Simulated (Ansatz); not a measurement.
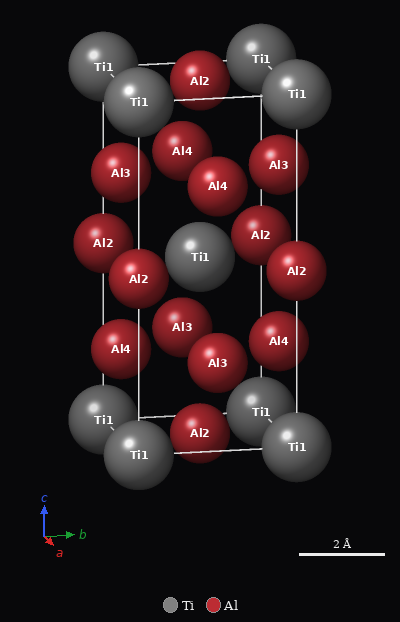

The structure (spheres-only view of the cell 2 times as large as that of the calculation, set on its symmetry axes, seen slightly off an axis; atoms are numbered from 1 in the order of the input).

**TiAl₃: a changed input and its effect**

System: TiAl₃ (4 atoms in the cell).
Method of the first run: DFT PBE, scalar-relativistic, plane waves, PAW, no spin polarisation (Ansatz 0.2.0).

The structure derives from a Materials Project entry. Text and figures count atoms from 1; the logs count them from 0 in places.

### Input, the first run
```yaml
crystal:
  lattice:
    - [-1.9111067713, 1.9111067713, 4.2806687947]
    - [1.9111067713, -1.9111067713, 4.2806687947]
    - [1.9111067713, 1.9111067713, -4.2806687947]
  atoms:
    - { symbol: Ti, position: [0.0, 0.0, 0.0] }
    - { symbol: Al, position: [0.5, 0.5, 0.0] }
    - { symbol: Al, position: [0.75, 0.25, 0.5] }
    - { symbol: Al, position: [0.25, 0.75, 0.5] }
basis:
  ecutwfc: 420
kpoints:
  mp_grid: { grid: [16, 16, 16] }
hamiltonian:
  xc: pbe
scf:
  occupations: { method: gaussian, width: 0.1 }
output:
  forces: true
  stress: true
  eigenvalues: true
  populations: true
```

Launched with:
```bash
ansatz run input.yaml --threads 1 --pin off --max-ram 2560MiB --backend cpu --events-out ev --progress --plain --runs-dir out
```

Hardware: 1 thread of Arm Neoverse V1, 24 GiB of memory available, shared host.

### Output, shortened to warnings, some set-up lines, iterations and results (the first run)
```
Basis set: ecut = 420 eV, 1203 PW (Γ), exchange–correlation on 72×72×72 points (8 copies of the dense FFT grid, shifted against one another)
Symmetry: 16 space group operations
k-points: 349 of 4096
Initial density: superposition of atomic densities (neutral atoms: chi_scale 0, normalization atom), corrected by the library's trained network
[...]
SCF iter   1: F=—  HF=-4113.759594 eV  |F-HF|=—  |Δ(HF+E_count)|=         —  Δρ=3.19e-3  dr2=9.19e-3  ethr=1.77e-3  ⟨swp⟩=5.4  Hψ=30141  notcnv=0
SCF iter   2: F=—  HF=-4113.758405 eV  |F-HF|=—  |Δ(HF+E_count)|=   1.19e-3  Δρ=1.57e-3  dr2=2.14e-3  ethr=4.38e-5  ⟨swp⟩=1.0  Hψ=8027  notcnv=0
SCF iter   3: F=—  HF=-4113.758133 eV  |F-HF|=—  |Δ(HF+E_count)|=   2.72e-4  Δρ=2.96e-4  dr2=6.16e-5  ethr=1.02e-5  ⟨swp⟩=2.0  Hψ=6125  notcnv=0
SCF iter   4: F=—  HF=-4113.758135 eV  |F-HF|=—  |Δ(HF+E_count)|=   2.46e-6  Δρ=3.85e-5  dr2=1.16e-6  ethr=2.93e-7  ⟨swp⟩=2.5  Hψ=7319  notcnv=0
SCF iter   5: F=-4113.758135 eV  HF=-4113.758135 eV  |F-HF|=4.85e-9  |Δ(HF+E_count)|=   1.92e-7  Δρ=8.46e-6  dr2=3.36e-8  ethr=5.50e-9  ⟨swp⟩=2.4  Hψ=7448  notcnv=0
SCF iter   6: F=-4113.758135 eV  HF=-4113.758135 eV  |F-HF|=8.66e-10  |Δ(HF+E_count)|=   1.02e-9  Δρ=1.55e-6  dr2=1.78e-9  ethr=1.60e-10  ⟨swp⟩=2.6  Hψ=17311  notcnv=0
SCF 1 converged in 6 iterations: F = -4113.758135 eV  dr2 = 1.78e-9
SCF converged after 6 iterations
Free energy (F): -4113.758135 eV
Harris-Foulkes:  -4113.758135 eV  (|F-HF|=8.66e-10)
Internal energy: -4113.749506 eV  (E = F + TS)
E sigma→0 (E₀):  -4113.753820 eV
Entropy (-TS):   -0.008629 eV (-2.157 meV/atom)
Fermi energy:    9.712349 eV
--- Per-component energies (eV) ---
  E_band       = -149.955447
  E_kinetic    = 344.416433
  E_local      = -1187.458958  (includes V_loc(G=0)·N_el)
  E_nonlocal   = 40.367538
  E_hartree    = 523.522190
  E_xc         = -218.404121
  E_vxc        = -211.108896  (∫ρ·V_xc dr)
  E_paw        = -2450.801945  (= ΣΔE_a)
  E_vpaw       = -183.214710  (= ΣTr[D̂ρ^β])
  E_aug_tail   = 0.000113  (compensation charges beyond the density's cutoff)
  E_ewald      = -1165.390755
  E_smearing   = -0.008629  (= −TS)
  E_closure    = -0.000000  (closes the sum)
  Σ components = -4113.758135   (vs F -4113.758135, Δ=0.00e0)
--- Forces (eV/Å), atoms counted from 1 ---
  atom   1  Ti    -0.00000000     0.00000000     0.00000000
  atom   2  Al     0.00000000    -0.00000000    -0.00000000
  atom   3  Al     0.00000000    -0.00000000     0.00000000
  atom   4  Al     0.00000000    -0.00000000     0.00000000
  max |Σ_I F_I| component: 1.04e-17 eV/Å
--- Stress (GPa, compression-positive) ---
        2.067794       0.000000       0.000000
        0.000000       2.067794       0.000000
        0.000000       0.000000       2.153655
  P = ⅓ Tr σ = 2.0964 GPa (20.964 kbar)
--- Löwdin populations: 4 sites ---
  site symbol       q [e]
     0     Ti     11.5196
     1     Al      3.0844
     2     Al      3.1241
     3     Al      3.1241
  spilling = 0.007035 (of n_electrons = 21.000000)
```

For the second run the input was changed thus:
```diff
-    - [-1.9111067713, 1.9111067713, 4.2806687947]
-    - [1.9111067713, -1.9111067713, 4.2806687947]
-    - [1.9111067713, 1.9111067713, -4.2806687947]
+    - [-1.9591330948, 1.9591330948, 4.401572228]
+    - [1.9591330948, -1.9591330948, 4.401572228]
+    - [1.9591330948, 1.9591330948, -4.401572228]
+  mixing: { preconditioner: resta }
-  populations: true
```

What does this change do to the results?

With the same functional and potentials, the second run lies 15.3 meV per atom higher. The pressure goes from 2.10 to −5.47 GPa. The volume per atom goes from 15.63 to 16.89 Å³. The number of SCF iterations is the same. The plane waves at Γ go from 1203 to 1347.

### Output, shortened to warnings, some set-up lines, iterations and results (the second run)
```
Basis set: ecut = 420 eV, 1347 PW (Γ), exchange–correlation on 72×72×72 points (8 copies of the dense FFT grid, shifted against one another)
Symmetry: 16 space group operations
k-points: 349 of 4096
Initial density: superposition of atomic densities (neutral atoms: chi_scale 0, normalization atom), corrected by the library's trained network
[...]
SCF iter   1: F=—  HF=-4113.699031 eV  |F-HF|=—  |Δ(HF+E_count)|=         —  Δρ=3.83e-3  dr2=1.42e-2  ethr=1.77e-3  ⟨swp⟩=5.5  Hψ=30159  notcnv=0
SCF iter   2: F=—  HF=-4113.705859 eV  |F-HF|=—  |Δ(HF+E_count)|=   6.83e-3  Δρ=7.40e-3  dr2=6.54e-2  ethr=6.74e-5  ⟨swp⟩=2.8  Hψ=13006  notcnv=0  defer=45
SCF iter   3: F=—  HF=-4113.697207 eV  |F-HF|=—  |Δ(HF+E_count)|=   8.65e-3  Δρ=1.35e-3  dr2=1.57e-3  ethr=6.74e-5  ⟨swp⟩=2.7  Hψ=9853  notcnv=0  defer=45
SCF iter   4: F=—  HF=-4113.697124 eV  |F-HF|=—  |Δ(HF+E_count)|=   8.36e-5  Δρ=2.98e-4  dr2=4.44e-5  ethr=7.46e-6  ⟨swp⟩=2.0  Hψ=6119  notcnv=0  defer=45
SCF iter   5: F=—  HF=-4113.697135 eV  |F-HF|=—  |Δ(HF+E_count)|=   1.09e-5  Δρ=6.80e-5  dr2=2.14e-6  ethr=2.12e-7  ⟨swp⟩=2.0  Hψ=7126  notcnv=0  defer=8
SCF iter   6: F=-4113.697135 eV  HF=-4113.697135 eV  |F-HF|=6.02e-8  |Δ(HF+E_count)|=   1.74e-7  Δρ=9.95e-6  dr2=8.28e-8  ethr=4.76e-10  ⟨swp⟩=3.4  Hψ=19297  notcnv=0
SCF 1 converged in 6 iterations: F = -4113.697135 eV  dr2 = 8.28e-8
SCF converged after 6 iterations
Free energy (F): -4113.697135 eV
Harris-Foulkes:  -4113.697135 eV  (|F-HF|=6.02e-8)
Internal energy: -4113.687957 eV  (E = F + TS)
E sigma→0 (E₀):  -4113.692546 eV
Entropy (-TS):   -0.009178 eV (-2.295 meV/atom)
Fermi energy:    8.842879 eV
--- Per-component energies (eV) ---
  E_band       = -168.196997
  E_kinetic    = 338.968266
  E_local      = -1224.819566  (includes V_loc(G=0)·N_el)
  E_nonlocal   = 39.626673
  E_hartree    = 534.296678
  E_xc         = -216.158573
  E_vxc        = -208.158539  (∫ρ·V_xc dr)
  E_paw        = -2450.085496  (= ΣΔE_a)
  E_vpaw       = -182.418352  (= ΣTr[D̂ρ^β])
  E_aug_tail   = 0.000116  (compensation charges beyond the density's cutoff)
  E_ewald      = -1135.516054
  E_smearing   = -0.009178  (= −TS)
  E_closure    = -0.000000  (closes the sum)
  Σ components = -4113.697135   (vs F -4113.697135, Δ=0.00e0)
--- Forces (eV/Å), atoms counted from 1 ---
  atom   1  Ti     0.00000000     0.00000000    -0.00000000
  atom   2  Al     0.00000000     0.00000000     0.00000000
  atom   3  Al    -0.00000000     0.00000000     0.00000000
  atom   4  Al     0.00000000     0.00000000     0.00000000
  max |Σ_I F_I| component: 6.94e-18 eV/Å
--- Stress (GPa, compression-positive) ---
       -5.468612       0.000000       0.000000
        0.000000      -5.468612       0.000000
        0.000000      -0.000000      -5.467595
  P = ⅓ Tr σ = -5.4683 GPa (-54.683 kbar)
```

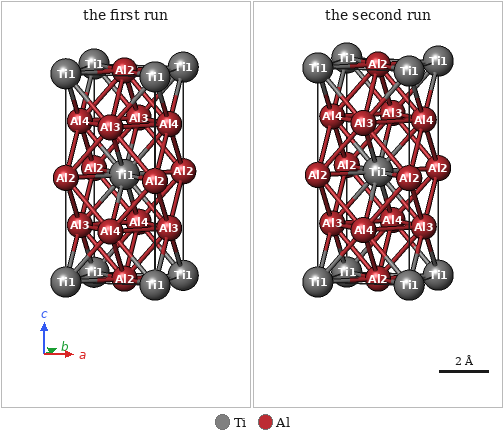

The two input geometries at one scale (ball-and-stick view of the cell 2 times as large as that of the calculation, set on its symmetry axes, seen slightly off an axis). The atoms keep their places relative to the cell (all moves are under 0.005 Å). The drawn cell changes as follows: a = b 3.822 → 3.918 Å (+2.5 %), c 8.561 → 8.803 Å (+2.8 %); the volume changes by +8.1 %. Among the contacts that change: Ti1–Al3 2.869 → 2.946 Å, Al2–Al3 2.869 → 2.946 Å, Ti1–Al2 2.703 → 2.771 Å, Al3–Al4 2.703 → 2.771 Å.

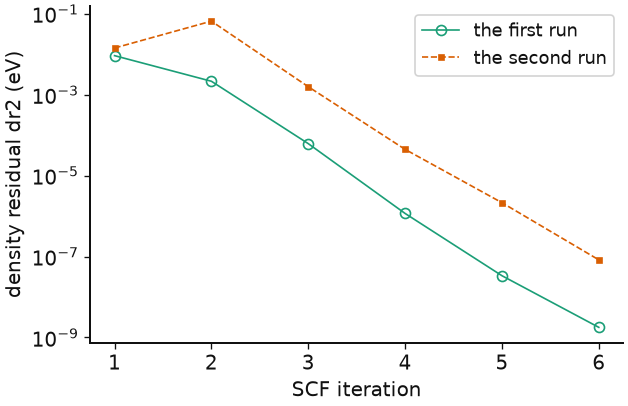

Convergence of the two runs: density residual dr2 against the SCF iteration. The first run takes 6 iterations in all, and the second run takes 6.

### The two runs side by side

```tsv
quantity	the first run	the second run
outcome	converged	converged
free energy per atom (eV)	−1028.4395	−1028.4243
energy per atom, smearing taken to zero (eV)	−1028.4385	−1028.4231
gap on the mesh (eV)	0.00	0.00
pressure (GPa)	2.10	−5.47
volume per atom (Å³)	15.63	16.89
largest force (eV/Å)	0.000	0.000
SCF iterations	6	6
irreducible k-points	349	349
plane waves at Γ	1203	1347
wall time (shared host)	22 s	21 s
```

For the second run: The cell is under a tension of 5.5 GPa at this level, so it is not at its equilibrium volume.
